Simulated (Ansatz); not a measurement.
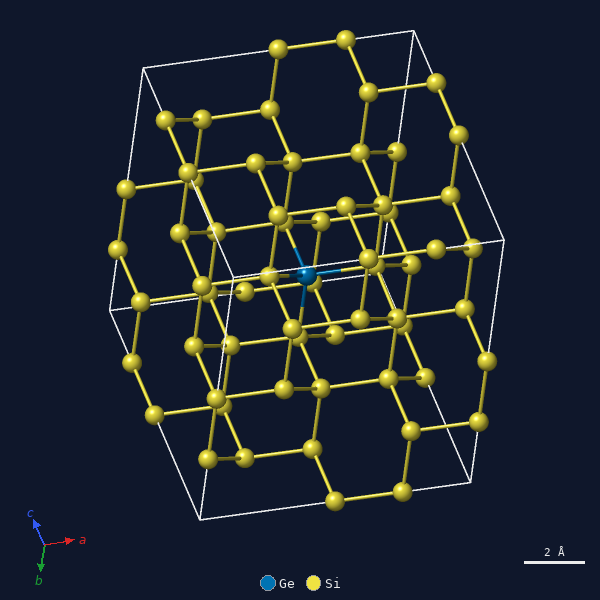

Drawn in the ball-and-stick manner and seen from a general direction. One supercell is outlined, and atoms on its boundary appear in each equivalent place. The host is Si, in a cell of 32 sites, and the cell is neutral.

Q: What kind of defect was put in?

A: Germanium on a silicon site (a substitutional impurity). It is bonded to four Si in a tetrahedral arrangement at about 2.4 Å.

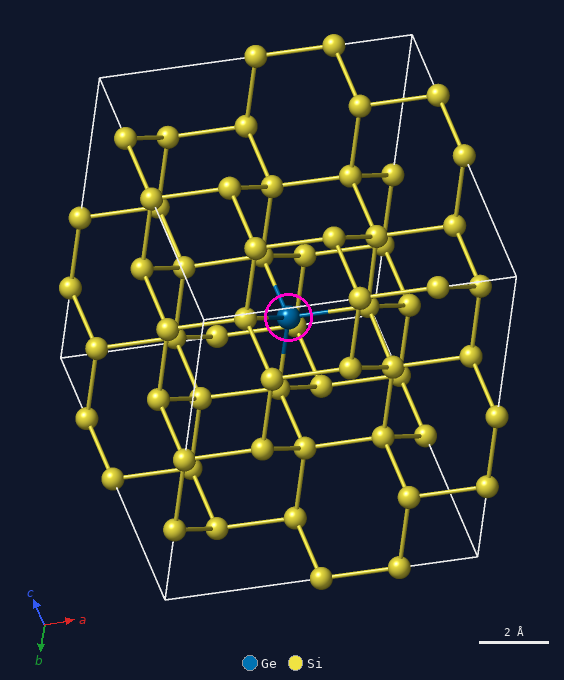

The same cell with a ring at the defect's site.

The atoms were relaxed in the host's cell with DFT PBEsol, scalar-relativistic, plane waves, PAW in Ansatz 0.2.0.
